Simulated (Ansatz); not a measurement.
# Ge: what the fields show

The calculation's input:

```
crystal:
  lattice:
    - [3.9975858431, 0.0, 0.0]
    - [-1.9987929216, 3.462010894, 0.0]
    - [0.0, 0.0, 6.59937795]
  atoms:
    - { symbol: Ge, position: [0.66666667, 0.33333333, 0.06290125] }
    - { symbol: Ge, position: [0.33333333, 0.66666667, 0.56290125] }
    - { symbol: Ge, position: [0.66666667, 0.33333333, 0.43709875] }
    - { symbol: Ge, position: [0.33333333, 0.66666667, 0.93709875] }
basis:
  ecutwfc: 500
kpoints:
  mp_grid: { grid: [12, 12, 6] }
hamiltonian:
  xc: r2scan
scf:
  occupations: { method: gaussian, width: 0.01 }
output:
  forces: true
  stress: true
  eigenvalues: true
  write_density: true
  write_potential: true
  elf: true
  volumetric_format: npy
relax:
  adjacent_minimum: "off"
  f_tol: 0.01
  max_steps: 40
```

Run with:

```sh
ansatz run input.yaml --threads 1 --pin off --max-ram 2560MiB --backend cpu --events-out ev --progress --plain --runs-dir out
```

Below, planes, directions and counts refer to the conventional cell (a = 4.00 Å, b = 4.00 Å, c = 6.60 Å, α = 90.00°, β = 90.00°, γ = 120.00°).

The fields are those of the run's last geometry, not of the input's.

Space group P6₃/mmc; a structure from a database of computed crystals, not necessarily the ambient phase.

These are results of Ansatz, DFT r2SCAN, scalar-relativistic, plane waves, PAW, not measurements.

Core electrons are frozen (PAW), and the valence fields are smoothed inside the atomic spheres.

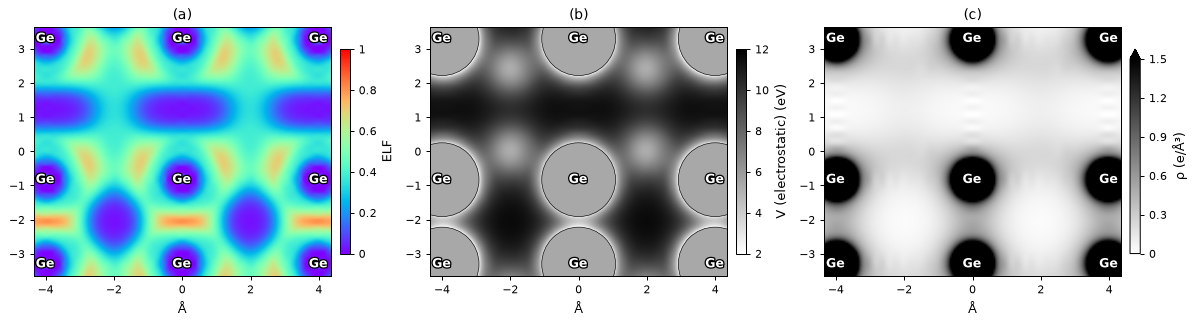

Figure 1. (a) electron localisation function; (b) electrostatic potential energy of an electron; (c) valence electron density on the (010) plane of the conventional cell. Grey discs cover the atomic cores in the potential map.

### Describe what can be read from this map.

The section cuts through Ge sites.
Ge–Ge (2.47 Å): ρ at the midpoint is about 0.51 e/Å³; the ELF peaks at about 0.80 between the atoms (localised, covalent bonding).
The density dies away to nearly zero in the voids.
Outside the cores the potential energy rises away from the atoms and is highest about 2.3 Å from the nearest atoms; its zero is arbitrary.

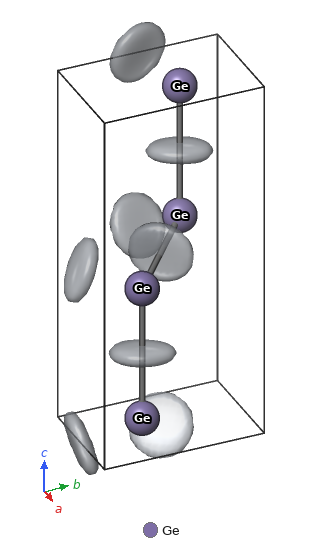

Figure 2. Isosurface of the electron localisation function at 0.7 (grey), seen slightly off an axis. Core shells and regions of very low density are left out. Sticks mark near contacts.

### Where are the electrons localised?

The surface consists of eight regions between bonded Ge–Ge atoms (shared pairs), counted in one cell of 4 atoms. Any copies at cell faces, edges or corners count once.


Ge–Ge (2.45 Å): the ELF peaks at about 0.80 between the atoms (a shared electron pair).
